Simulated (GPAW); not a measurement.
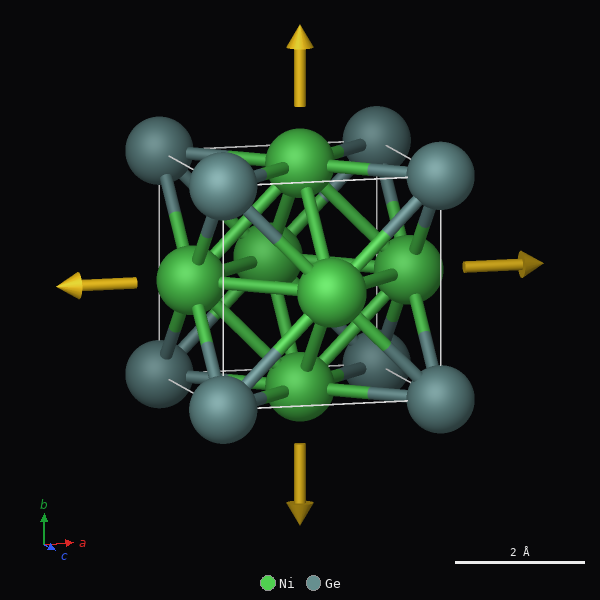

Ni₃Ge, Cu₃Au (L1₂) type, space group Pm-3m (No. 221). The run's cell of 4 atoms is drawn unstrained, with atoms on its boundary repeated; the arrows mark the Cartesian directions x (along a) and y (along b), along which it is stretched or compressed while the other dimension is held. The atoms keep their fractional positions. The cell is a structure listed in the Materials Project. It needn't be the stable form of this composition.

Alike in all runs: GPAW 26.7.0; functional PBEsol; potentials PAW data sets generated in the run's folder for this functional; cutoff 600 eV; k mesh 7 × 7 × 7 on the run's cell of 4 atoms; occupations fermi-dirac, width 0.05 eV; collinear spin, ferromagnetic start; no spin-orbit coupling. Stress is positive in compression, averaged over the directions named.

```tsv
strain (%)	ΔE (meV/atom)	stress along x/y (GPa)	stress across, z (GPa)
−4	71.1	27.15	18.45
−2	18.6	12.77	9.11
−1	5.5	6.72	5.04
0	0.0	1.33	1.33
+1	1.5	-3.46	-2.05
+2	?	?	?
+4	41.7	-14.85	-10.38
```

Fit the stress along the strain with a parabola, read off its slope at zero strain, and fill in the missing row.

The slope at zero strain is -523 GPa per unit strain, so the clamped-ion biaxial stiffness at fixed height (C11 + C12 in these axes where the plane is isotropic) is about 520 GPa. The fit puts the stress at +2 % at -7.97 GPa. The run gave -7.72 GPa along, -5.11 GPa across and ΔE = 9.4 meV/atom.

At which strain does the stress along the strained direction vanish?

Near +0.2 %: the cell as given is compressed along it at this level of theory (1.3 GPa), so the energy is least there and not at zero.

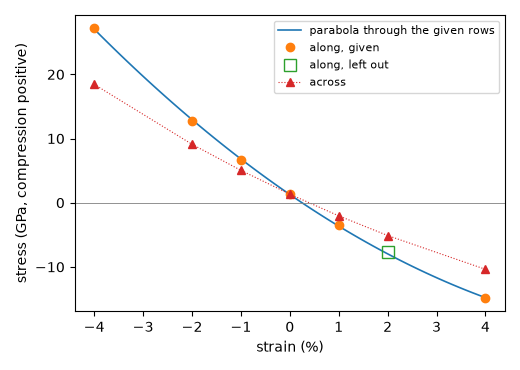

Stress against strain.

Caveat: the density grid can change from cell to cell, which puts small steps into energies and stress; the stock nickel data set gives pressures a few GPa off other programs.
